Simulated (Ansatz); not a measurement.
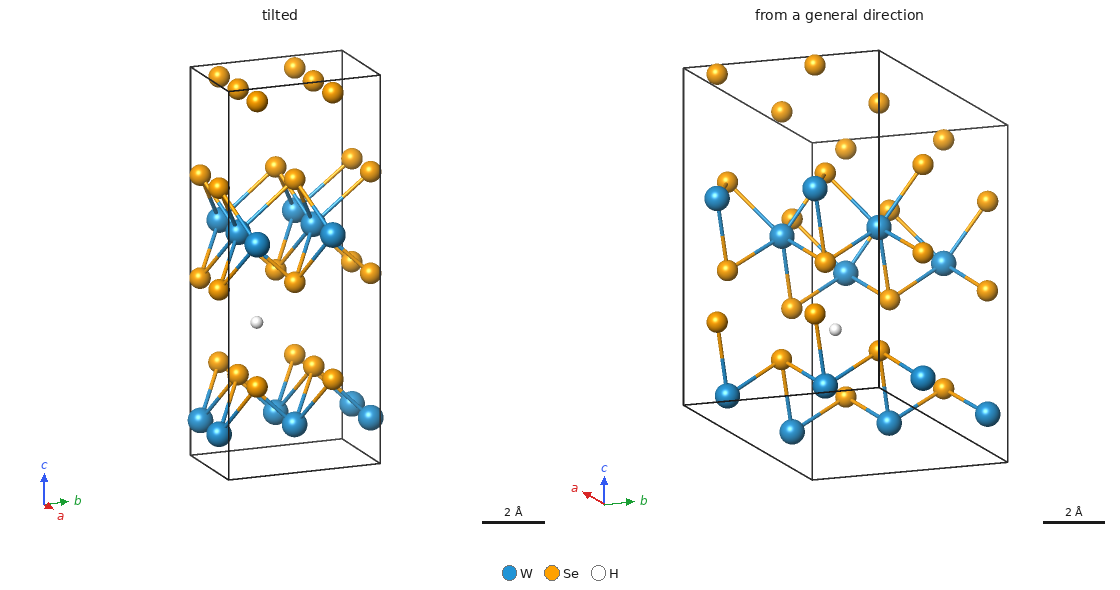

Structure drawing (ball-and-stick), viewed slightly off an axis and from a general direction. The parallelepiped is the supercell. The host is WSe$_{2}$, in a cell of 24 sites, and the cell carries a charge of -1.

> Which defect is modelled here, and what are its neighbours?

An interstitial hydrogen atom. It is bonded to no bonds drawn. Not all metal-metal contacts are counted.

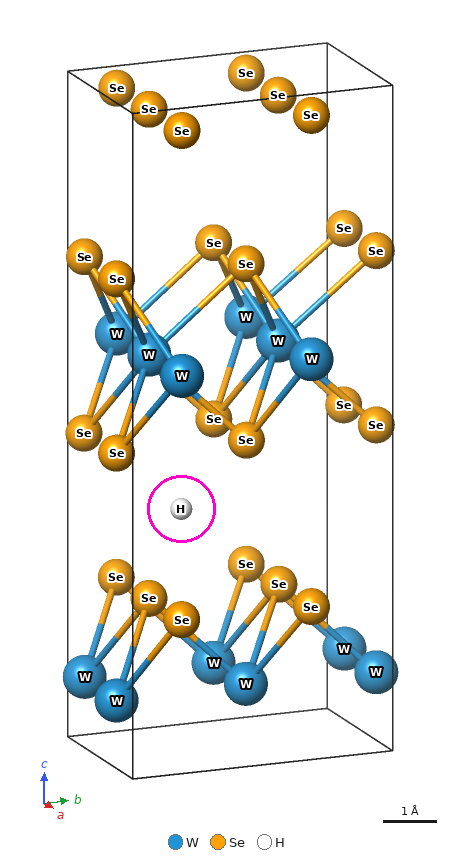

The same cell with a ring at the defect's site.

The atoms were relaxed in the host's cell with Ansatz, DFT PBE+D3(BJ), scalar-relativistic, plane waves, PAW.
